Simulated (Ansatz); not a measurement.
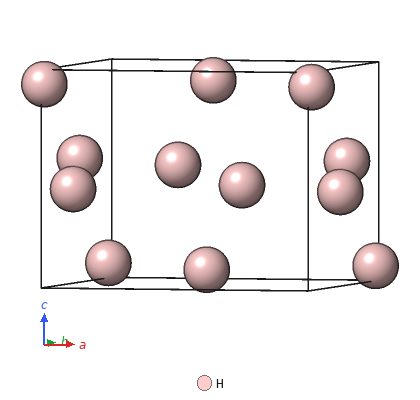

H, space group Cmce (No. 64), a = 5.247 Å, b = 5.134 Å, c = 4.142 Å, α = 90.00°, β = 90.00°, γ = 90.00°. Geometry: the structure of a calculation's input, shown in its standard cell. Forms under 0.4 % of the area are left out.

> What shape follows from the Bravais–Friedel–Donnay–Harker rule?

The forms computed, by share of the surface:

| form | faces | d (Å) | share of area (%) |
| --- | --- | --- | --- |
| {111} | 8 | 2.747 | 73.6 |
| {200} | 2 | 2.623 | 13.2 |
| {020} | 2 | 2.567 | 12.0 |
| {002} | 2 | 2.071 | 1.2 |

The crystal is roughly equant (blocky). Widths along a, b and c stand as 1.00 : 1.02 : 1.27.

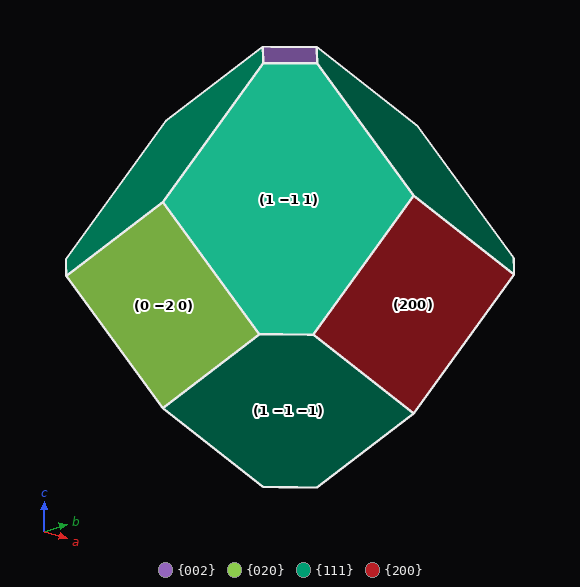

The computed shape, faces indexed. The rule is geometric and ignores bonding and growth conditions.
